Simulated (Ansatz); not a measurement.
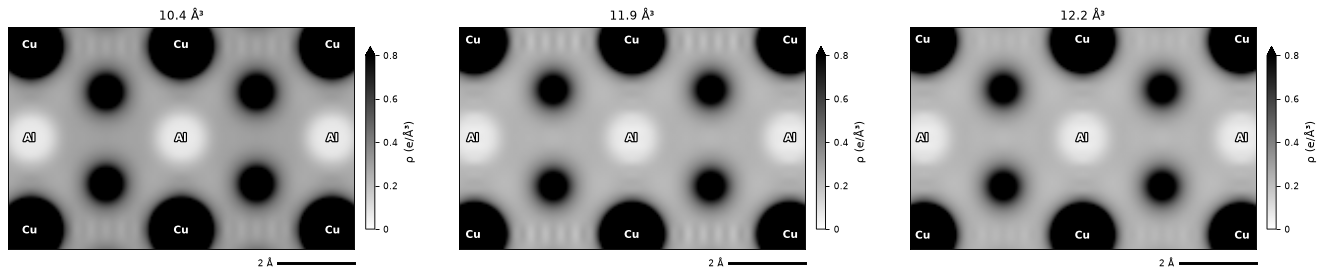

AlCu$_{3}$. The valence charge density (pseudo) of cells scaled evenly to different volumes (given per atom above each panel), on the (001) plane of each (indices in the axes of the cell below), at one length scale and on one colour scale.

A structure from a database of computed crystals, not necessarily the ambient phase; computed without spin polarisation.

Level of theory: DFT PBEsol, scalar-relativistic, plane waves, PAW in Ansatz.

Core electrons are frozen (PAW), and the valence fields are smoothed inside the atomic spheres.

The largest cell:

```xyz
8
Lattice="4.2030 0.0000 0.0000 0.0000 5.1554 0.0000 0.0000 0.0000 4.5037" Properties=species:S:1:pos:R:3 pbc="T T T"
Al    0.0000    0.0000    2.9924
Al    2.1015    2.5777    1.5113
Cu    0.0000    2.5777    3.0094
Cu    2.1015    0.0000    1.4942
Cu    0.0000    1.2943    0.7384
Cu    0.0000    3.8611    0.7384
Cu    2.1015    1.2834    3.7653
Cu    2.1015    3.8719    3.7653
```

| volume (Å³/atom) | Al–Cu contact in the plane (Å) | ρ at its midpoint (e/Å³) | pressure (GPa) | 
| --- | --- | --- | --- |
| 10.38 | 2.441 | 0.322 | 30.0 | 
| 11.02 | 2.489 | ? | ? | 
| 11.95 | 2.559 | 0.260 | 0.0 | 
| 12.20 | 2.578 | 0.251 | −3.0 | 

### Estimate the missing row, and compare with the calculation.

Over the known rows ln ρ falls by 1.82 per Å of Al–Cu distance (a least-squares line), which gives 0.295 e/Å³ at 2.489 Å; the calculation gives 0.297 e/Å³. For the pressure, a straight line in volume between the neighbouring rows gives 17.8 GPa; the calculation gives 15.0, lower because pressure rises ever faster on compression.
